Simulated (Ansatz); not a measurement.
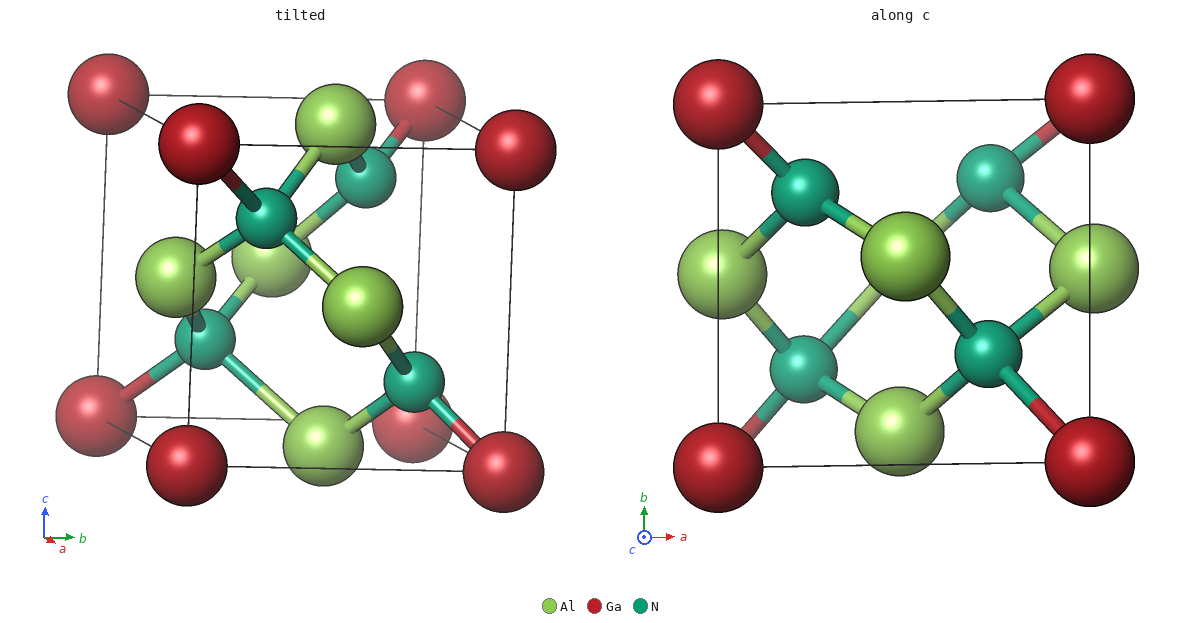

View slightly off an axis and along the c axis, drawn as a ball-and-stick model. The wireframe shows the unit cell. Cell: a = 4.451 Å, b = 4.315 Å, c = 4.406 Å, α = 93.32°, β = 82.17°, γ = 89.57°.

Give a description of the structure.

Formula: Al₃GaN₄. Symmetry: P1 (translations only). With Z = 1, the cell contains 3 Al, 1 Ga, 4 N.

Provenance: a structure listed in the Materials Project. The cell was then strained or its atoms displaced on purpose. Ansatz was used for an electronic-structure calculation on it.

At this level of theory the run's own cell isn't at rest (compressed, at 20 GPa and forces up to 7.0 eV/Å), so its distances can differ from those at equilibrium, the more so the softer the solid.
